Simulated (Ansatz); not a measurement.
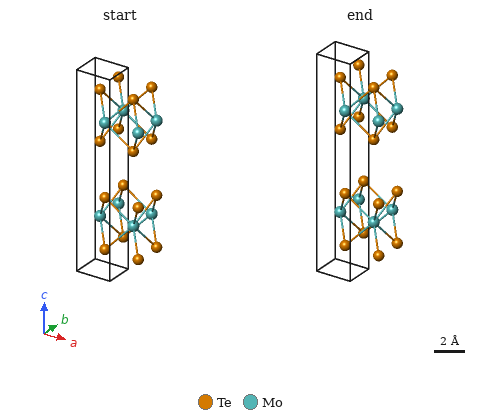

The structure of a crystal of Te$_{2}$Mo (built on the Te2Mo-type type) (coarse preliminary run) before (left) and after (right) a relaxation, at one scale.

Style: ball-and-stick. Shown: the cell of the calculation, repeated 2 × 2 × 1 with one cell outlined, slightly off an axis.

Method: Ansatz, DFT PBE, scalar-relativistic, plane waves, PAW. (plane-wave cutoff 420 eV; k-point mesh 6 × 6 × 2; occupations gaussian; smearing width 0.05 eV; collinear spin; cell and atoms relaxed; force threshold 0.03 eV/Å; at most 60 steps)

Question: Describe what moved and what it gained.

Answer: Over 4 accepted moves (6 points after the start) the energy falls by 63.7 meV per cell of the calculation. Largest force component: 0.042 eV/Å at the start, 0.002 eV/Å at the end. Pressure: 1.89 GPa at the start and 0.02 GPa at the end. The line search rejected the trial step at point 1 of the run. The SCF was repeated once at an unchanged geometry on a basis and grid sized afresh for the cell, which shifted the energy by 2.8 meV per cell of the calculation at most. The largest moves relative to the cell, 0.14 Å, are those of Te atoms. Mo stays in place. The drawn cell changes as follows: a = b 3.530 → 3.557 Å (+0.8 %), c 14.020 → 15.124 Å (+7.9 %); the volume changes by +9.5 %. Some distances before and after: Mo–Te 2.725 → 2.736 Å. The space group stays P6_3/mmc (No. 194). The program noted that the starting moments weren't kept.

Limits of the set-up: layers or molecules are held without a dispersion correction, so their spacing is unreliable.
